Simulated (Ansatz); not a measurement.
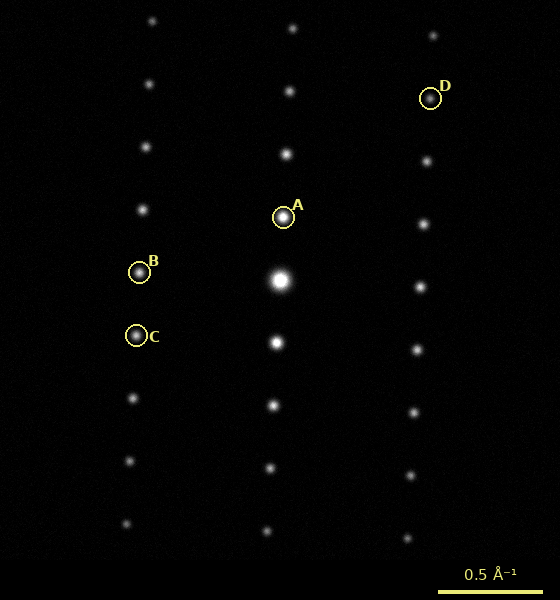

Kinematic zone-axis pattern, calculated for 200 keV electrons with B = 0.5 Å². The zone axis points towards the electron source and the pattern is seen from the source side.

Pb, space group Pm-3m (No. 221), a = 3.297 Å. Structure: the input geometry of an electronic-structure calculation (not necessarily at equilibrium); the starting structure was generated, so it need not be a known form of this composition.

Spot A is indexed 0 0 -1 and spot B -1 2 0.

Index the other marked spots.

Answer. C = −A + B = -1 2 1 (d = 1.346 Å). D = 3A − B = 1 -2 -3 (d = 0.881 Å).

Find the zone axis.

Answer. The cross product of A and B is parallel to [210]; every spot obeys hu + kv + lw = 0.

What are the spacings of A and B and the angle between them?

Answer. d(A) = 3.297 Å, d(B) = 1.474 Å, and the angle is 90.0°.
